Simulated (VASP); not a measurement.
Single-point calculation, with input and output: Cu (part 1 of 3)

System: Cu (slab, 16 atoms in the cell).
Method: Kohn-Sham DFT of a periodic cell, RPBE, VASP PAW PBE potentials, recommended, no spin polarisation (VASP 6.6.1).

The structure derives from an entry of the Crystallography Open Database.

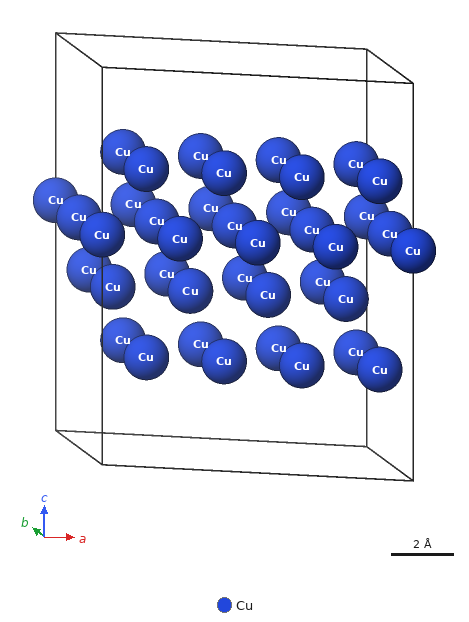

*The structure as given in the input (spheres-only view of the 2 × 1 repeat of the cell, with the vacuum cut short, seen slightly off an axis). An atom can appear more than once, as a periodic image.*

INCAR:
```
SYSTEM = Cu
ALGO = Normal
DIPOL = 0.5 0.5 0.500
EDIFF = 1E-6
ENCUT = 450
GGA = RP
ICORELEVEL = 1
IDIPOL = 3
ISIF = 2
ISMEAR = 1
KPAR = 4
LASPH = .True.
LCHARG = .False.
LDIPOL = .True.
LREAL = Auto
LVACPOTAV = .True.
LVHAR = .True.
LWAVE = .False.
NBANDS = 102
NELM = 80
PREC = Normal
SIGMA = 0.1
```

KPOINTS:
```
k-points
0
Gamma
  6 6 1
  0 0 0
```

POSCAR:
```
Cu                                      
1.0
    5.2049168500      0.0000000000      0.0000000000
   -2.6024584200      4.5075902200      0.0000000000
    0.0000000000      0.0000000000     23.3746952200
  Cu            
    16
Selective dynamics
Direct
     0.3333333300000021    0.1666666699999979    0.3636411100000032   F   F   F
     0.3333333300000021    0.6666666699999979    0.3636411100000032   F   F   F
     0.8333333300000021    0.1666666699999979    0.3636411100000032   F   F   F
     0.8333333300000021    0.6666666699999979    0.3636411100000032   F   F   F
     0.6666666699999979    0.3333333300000021    0.4545470400000013   F   F   F
     0.6666666699999979    0.8333333300000021    0.4545470400000013   F   F   F
     0.1666666699999979    0.3333333300000021    0.4545470400000013   F   F   F
     0.1666666699999979    0.8333333300000021    0.4545470400000013   F   F   F
     0.0000000000000000    0.5000000000000000    0.5438128323051218   T   T   T
     0.0000000000000000    0.0000000000000000    0.5438128323051218   T   T   T
     0.5000000000000000    0.5000000000000000    0.5438128323051218   T   T   T
     0.5000000000000000    0.0000000000000000    0.5438128323051218   T   T   T
     0.3333333300000021    0.6666666699999979    0.6332916005073473   T   T   T
     0.3333333300000021    0.1666666699999979    0.6332916005073473   T   T   T
     0.8333333300000021    0.6666666699999979    0.6332916005073473   T   T   T
     0.8333333300000021    0.1666666699999979    0.6332916005073473   T   T   T
```

Command:
```bash
cat potpaw_PBE.64/Cu/POTCAR > POTCAR
mpirun -np 4 vasp_std > vasp.out
```

OSZICAR:
```
N       E                     dE             d eps       ncg     rms          rms(c)
DAV:   1     0.156562557487E+04    0.15656E+04   -0.69358E+04  1428   0.193E+03
DAV:   2     0.127980600346E+03   -0.14376E+04   -0.13987E+04  1428   0.436E+02
DAV:   3    -0.504616449632E+02   -0.17844E+03   -0.16429E+03  1500   0.206E+02
DAV:   4    -0.596383978519E+02   -0.91768E+01   -0.89501E+01  1538   0.615E+01
DAV:   5    -0.599423914364E+02   -0.30399E+00   -0.30323E+00  1812   0.865E+00    0.275E+01
DAV:   6    -0.547641807851E+02    0.51782E+01   -0.15340E+02  1586   0.123E+02    0.158E+01
DAV:   7    -0.489487825866E+02    0.58154E+01   -0.28461E+01  1634   0.543E+01    0.189E+00
DAV:   8    -0.491415096117E+02   -0.19273E+00   -0.25488E+00  1764   0.387E+01    0.385E+00
DAV:   9    -0.490523799789E+02    0.89130E-01   -0.82216E-01  2080   0.318E+01    0.279E+00
DAV:  10    -0.489739018228E+02    0.78478E-01   -0.18656E-01  2158   0.123E+01    0.230E+00
DAV:  11    -0.489019468405E+02    0.71955E-01   -0.28632E-01  1624   0.595E+00    0.716E-01
DAV:  12    -0.489009875964E+02    0.95924E-03   -0.13385E-01  1714   0.661E+00    0.618E-01
DAV:  13    -0.488924712339E+02    0.85164E-02   -0.27424E-02  1670   0.327E+00    0.325E-01
DAV:  14    -0.488899460760E+02    0.25252E-02   -0.18685E-02  1646   0.234E+00    0.116E-01
DAV:  15    -0.488891211197E+02    0.82496E-03   -0.48778E-03  2008   0.116E+00    0.173E-01
DAV:  16    -0.488880210505E+02    0.11001E-02   -0.39944E-03  1550   0.107E+00    0.521E-02
DAV:  17    -0.488882641385E+02   -0.24309E-03   -0.13925E-03  1760   0.375E-01    0.949E-02
DAV:  18    -0.488885526308E+02   -0.28849E-03   -0.68092E-04  1706   0.389E-01    0.188E-02
DAV:  19    -0.488889827652E+02   -0.43013E-03   -0.30486E-04  1792   0.216E-01    0.293E-02
DAV:  20    -0.488891978767E+02   -0.21511E-03   -0.73882E-05  1614   0.113E-01    0.144E-02
DAV:  21    -0.488892426737E+02   -0.44797E-04   -0.23287E-05  1740   0.589E-02    0.495E-03
DAV:  22    -0.488892829994E+02   -0.40326E-04   -0.10297E-05  1512   0.456E-02    0.244E-03
DAV:  23    -0.488892871187E+02   -0.41193E-05   -0.10033E-06   882   0.130E-02    0.195E-03
DAV:  24    -0.488893014578E+02   -0.14339E-04   -0.39753E-06  1152   0.174E-02    0.431E-03
DAV:  25    -0.488893033781E+02   -0.19203E-05   -0.98479E-07   876   0.152E-02    0.156E-03
DAV:  26    -0.488893086245E+02   -0.52464E-05   -0.13185E-06   846   0.106E-02    0.191E-03
DAV:  27    -0.488893130086E+02   -0.43840E-05   -0.71838E-07   846   0.980E-03    0.733E-04
DAV:  28    -0.488893133885E+02   -0.37993E-06   -0.12090E-07   824   0.403E-03
   1 F= -.48889313E+02 E0= -.48888241E+02  d E =-.321631E-02
```

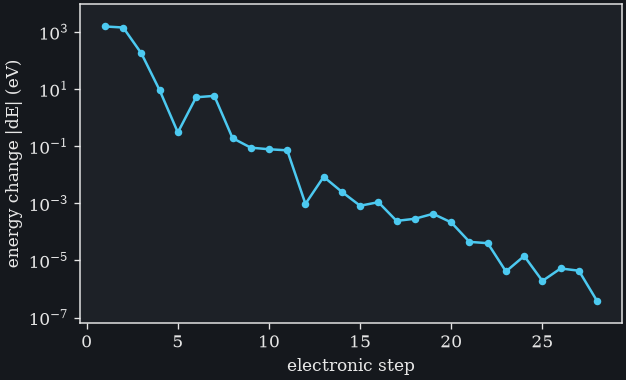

*Convergence of the self-consistent field: energy change |dE| against the electronic step.*

It takes 28 electronic steps. The density is held fixed in the first few steps, and dE rises again when its update begins.

Parts of OUTCAR:
```
SYSTEM = Cu
   EDIFF = 1E-6
   ENCUT = 450
   GGA = RP
   ISIF = 2
   ISMEAR = 1
   LASPH = .True.
   LREAL = Auto
   NELM = 80
   PREC = Normal

 ion  position               nearest neighbor table
   1  0.333  0.167  0.364-   7 2.60   3 2.60   3 2.60   2 2.60   2 2.60   4 2.60   4 2.60   5 2.60
                             8 2.60
   2  0.333  0.667  0.364-   8 2.60   4 2.60   4 2.60   1 2.60   1 2.60   3 2.60   3 2.60   6 2.60
                             7 2.60
   3  0.833  0.167  0.364-   5 2.60   1 2.60   1 2.60   4 2.60   4 2.60   2 2.60   2 2.60   7 2.60
                             6 2.60
   4  0.833  0.667  0.364-   6 2.60   2 2.60   2 2.60   3 2.60   3 2.60   1 2.60   1 2.60   8 2.60
                             5 2.60
   5  0.667  0.333  0.455-   9 2.57  12 2.57  11 2.57   3 2.60   7 2.60   7 2.60   6 2.60   6 2.60
                             8 2.60   8 2.60   1 2.60   4 2.60
   6  0.667  0.833  0.455-  10 2.57  11 2.57  12 2.57   4 2.60   8 2.60   8 2.60   5 2.60   5 2.60
                             7 2.60   7 2.60   2 2.60   3 2.60
   7  0.167  0.333  0.455-  11 2.57  10 2.57   9 2.57   1 2.60   5 2.60   5 2.60   8 2.60   8 2.60
                             6 2.60   6 2.60   3 2.60   2 2.60
   8  0.167  0.833  0.455-  12 2.57   9 2.57  10 2.57   2 2.60   6 2.60   6 2.60   7 2.60   7 2.60
                             5 2.60   5 2.60   4 2.60   1 2.60
   9  0.000  0.500  0.544-   5 2.57   8 2.57   7 2.57  13 2.58  16 2.58  15 2.58  11 2.60  11 2.60
                            10 2.60  10 2.60  12 2.60  12 2.60
  10  0.000  0.000  0.544-   6 2.57   7 2.57   8 2.57  14 2.58  15 2.58  16 2.58  12 2.60  12 2.60
                             9 2.60   9 2.60  11 2.60  11 2.60
  11  0.500  0.500  0.544-   7 2.57   6 2.57   5 2.57  15 2.58  14 2.58  13 2.58   9 2.60   9 2.60
                            12 2.60  12 2.60  10 2.60  10 2.60
  12  0.500  0.000  0.544-   8 2.57   5 2.57   6 2.57  16 2.58  13 2.58  14 2.58  10 2.60  10 2.60
                            11 2.60  11 2.60   9 2.60   9 2.60
  13  0.333  0.667  0.633-   9 2.58  12 2.58  11 2.58  15 2.60  15 2.60  14 2.60  14 2.60  16 2.60
                            16 2.60
  14  0.333  0.167  0.633-  10 2.58  11 2.58  12 2.58  16 2.60  16 2.60  13 2.60  13 2.60  15 2.60
                            15 2.60
  15  0.833  0.667  0.633-  11 2.58  10 2.58   9 2.58  13 2.60  13 2.60  16 2.60  16 2.60  14 2.60
                            14 2.60
  16  0.833  0.167  0.633-  12 2.58   9 2.58  10 2.58  14 2.60  14 2.60  15 2.60  15 2.60  13 2.60
                            13 2.60

  LATTYP: Found a hexagonal cell.
 ALAT       =     5.2049168500
 C/A-ratio  =     4.4908873463

  Lattice vectors:

 A1 = (   5.2049168500,   0.0000000000,   0.0000000000)
 A2 = (  -2.6024584200,   4.5075902200,   0.0000000000)
 A3 = (   0.0000000000,   0.0000000000,  23.3746952200)

Analysis of symmetry for initial positions (statically):
=====================================================================
 Subroutine PRICEL returns following result:

  LATTYP: Found a hexagonal cell.
 ALAT       =     2.6024584250
 C/A-ratio  =     8.9817746925

  Lattice vectors:

 A1 = (   2.6024584250,   0.0000000000,   0.0000000000)
 A2 = (  -1.3012292100,   2.2537951100,   0.0000000000)
 A3 = (   0.0000000000,   0.0000000000,  23.3746952200)

   4 primitive cells build up your supercell.

 Routine SETGRP: Setting up the symmetry group for a
 hexagonal supercell.

 Subroutine GETGRP returns: Found  6 space group operations
 (whereof  6 operations were pure point group operations)
 out of a pool of 24 trial point group operations.

The static configuration has the point symmetry C_3v.

Analysis of symmetry for dynamics (positions and initial velocities):
=====================================================================
 Subroutine PRICEL returns following result:

  LATTYP: Found a hexagonal cell.
 ALAT       =     2.6024584250
 C/A-ratio  =     8.9817746925

  Lattice vectors:

 A1 = (   2.6024584250,   0.0000000000,   0.0000000000)
 A2 = (  -1.3012292100,   2.2537951100,   0.0000000000)
 A3 = (   0.0000000000,   0.0000000000,  23.3746952200)

   4 primitive cells build up your supercell.

 Routine SETGRP: Setting up the symmetry group for a
 hexagonal supercell.

 Subroutine GETGRP returns: Found  6 space group operations
 (whereof  6 operations were pure point group operations)
 out of a pool of 24 trial point group operations.

The dynamic configuration has the point symmetry C_3v.

Analysis of constrained symmetry for selective dynamics:
=====================================================================
 Subroutine PRICEL returns following result:

  LATTYP: Found a hexagonal cell.
 ALAT       =     2.6024584250
 C/A-ratio  =     8.9817746925

  Lattice vectors:

 A1 = (   2.6024584250,   0.0000000000,   0.0000000000)
 A2 = (  -1.3012292100,   2.2537951100,   0.0000000000)
 A3 = (   0.0000000000,   0.0000000000,  23.3746952200)

   4 primitive cells build up your supercell.

 Routine SETGRP: Setting up the symmetry group for a
 hexagonal supercell.

 Subroutine GETGRP returns: Found  6 space group operations
 (whereof  6 operations were pure point group operations)
 out of a pool of 24 trial point group operations.

The constrained configuration has the point symmetry C_3v.

 Subroutine INISYM returns: Found  6 space group operations
 (whereof  6 operations are pure point group operations),
 and found     4 'primitive' translations

----------------------------------------------------------------------------------------

                                     Primitive cell

  volume of cell :     137.1021

  direct lattice vectors                    reciprocal lattice vectors
     2.602458425  0.000000000  0.000000000     0.384252056  0.221848027  0.000000000
    -1.301229210  2.253795110  0.000000000     0.000000000  0.443696055  0.000000000
     0.000000000  0.000000000 23.374695220     0.000000000  0.000000000  0.042781306

  length of vectors
     2.602458425  2.602458425 23.374695220     0.443696055  0.443696055  0.042781306

  position of ions in fractional coordinates (direct lattice)
     0.666666660  0.333333340  0.363641110
     0.333333340  0.666666660  0.454547040
     0.000000000  0.000000000  0.543812832
     0.666666660  0.333333340  0.633291601

  ion indices of the primitive-cell ions
   primitive index   ion index
                 1           1
                 2           7
                 3          12
                 4          14

----------------------------------------------------------------------------------------

 KPOINTS: k-points

Automatic generation of k-mesh.
 Grid dimensions read from file:
 generate k-points for:    6    6    1

 Generating k-lattice:

  Cartesian coordinates                     Fractional coordinates (reciprocal lattice)
     0.032021005  0.018487336  0.000000000     0.166666667  0.000000000  0.000000000
     0.000000000  0.036974671  0.000000000     0.000000000  0.166666667  0.000000000
     0.000000000  0.000000000  0.042781306     0.000000000  0.000000000  1.000000000

  Length of vectors
     0.036974671  0.036974671  0.042781306

  Shift w.r.t. Gamma in fractional coordinates (k-lattice)
     0.000000000  0.000000000  0.000000000

 Subroutine IBZKPT returns following result:
 ===========================================

 Found      7 irreducible k-points:

 Following reciprocal coordinates:
            Coordinates               Weight
  0.000000  0.000000  0.000000      1.000000
  0.166667  0.000000  0.000000      6.000000
  0.333333  0.000000  0.000000      6.000000
  0.500000  0.000000  0.000000      3.000000
  0.166667  0.166667  0.000000      6.000000
  0.333333  0.166667  0.000000     12.000000
  0.333333  0.333333  0.000000      2.000000
   k-points           NKPTS =      7   k-points in BZ     NKDIM =      7   number of bands    NBANDS=    102
   number of dos      NEDOS =    301   number of ions     NIONS =     16
   total plane-waves  NPLWV =  98784
   dimension x,y,z NGX =    28 NGY =   28 NGZ =  126
   dimension x,y,z NGXF=    56 NGYF=   56 NGZF=  252
   ions per type =              16
   NGX,Y,Z   is equivalent  to a cutoff of   8.94,  8.94,  8.96 a.u.
   NGXF,Y,Z  is equivalent  to a cutoff of  17.89, 17.89, 17.92 a.u.
 SYSTEM =  Cu
   PREC   = normal    normal or accurate (medium, high low for compatibility)
   ISTART =      0    job   : 0-new  1-cont  2-samecut
   ICHARG =      2    charge: 1-file 2-atom 10-const
   ISPIN  =      1    spin polarized calculation?
   LNONCOLLINEAR =      F non collinear calculations
   LSORBIT =      F    spin-orbit coupling
   LASPH  =      T    aspherical Exc in radial PAW
   ENCUT  =  450.0 eV  33.07 Ry    5.75 a.u.   9.00  9.00 40.43*2*pi/ulx,y,z
   NELM   =     80;   NELMIN=  2; NELMDL= -5     # of ELM steps
   EDIFF  = 0.1E-05   stopping-criterion for ELM
   LREAL  =      T    real-space projection
   EDIFFG = 0.1E-04   stopping-criterion for IOM
   NSW    =      0    number of steps for IOM
   IBRION =     -1    ionic relax: 0-MD 1-quasi-New 2-CG
   NFREE  =      0    steps in history (QN), initial steepest desc. (CG)
   ISIF   =      2    stress and relaxation
   ISYM   =      2    0-nonsym 1-usesym 2-fastsym
   POTIM  = 0.5000    time-step for ionic-motion
   TEBEG  =    0.0;   TEEND  =   0.0 temperature during run
   PSTRESS=    0.0 pullay stress
   NELECT =     176.0000    total number of electrons
   NUPDOWN=      -1.0000    fix difference up-down
   EMIN   =  10.00;   EMAX   =-10.00  energy-range for DOS
   EFERMI =   0.00;   METHOD = LEGACY
   ISMEAR =     1;   SIGMA  =   0.10  broadening in eV -4-tet -1-fermi 0-gaus
   EFERMI_NEDOS =   21; number of points for ismear=-14 and -15
   IALGO  =     38    algorithm
   IMIX   =      4    mixing-type and parameters
     AMIX     =   0.40;   BMIX     =  1.00
     AMIX_MAG =   1.60;   BMIX_MAG =  1.00
  volume/ion in A,a.u.               =      34.28       231.30
  Fermi-wavevector in a.u.,A,eV,Ry     =   1.120842  2.118084 17.092814  1.256286
  Thomas-Fermi vector in A             =   2.257491
   LORBIT       =      0    0 simple, 1 ext, 2 COOP (PROOUT), +10 PAW based schemes
   GGA     = RP    functional components
   LHFCALC =     F    Hartree Fock is set to
   AEXX    =    0.0000 exact exchange contribution
   IVDW    =     0    specifies the selected vdW correction
   LEPSILON=     F    determine dielectric tensor
   LRPA    =     F    only Hartree local field effects (RPA)
 non-spin polarized calculation
 Methfessel and Paxton  Order N= 1 SIGMA  =   0.10
  energy-cutoff  :      450.00
  volume of cell :      548.41
 maximum number of plane-waves:     11949
   NGX = 17   NGY = 17   NGZ = 81

 dipolmoment           0.000000      0.000000      0.002214 electrons x Angstroem

 number of electron     175.9999943 magnetization

 dipolmoment           0.000000      0.000000     -0.001968 electrons x Angstroem
```
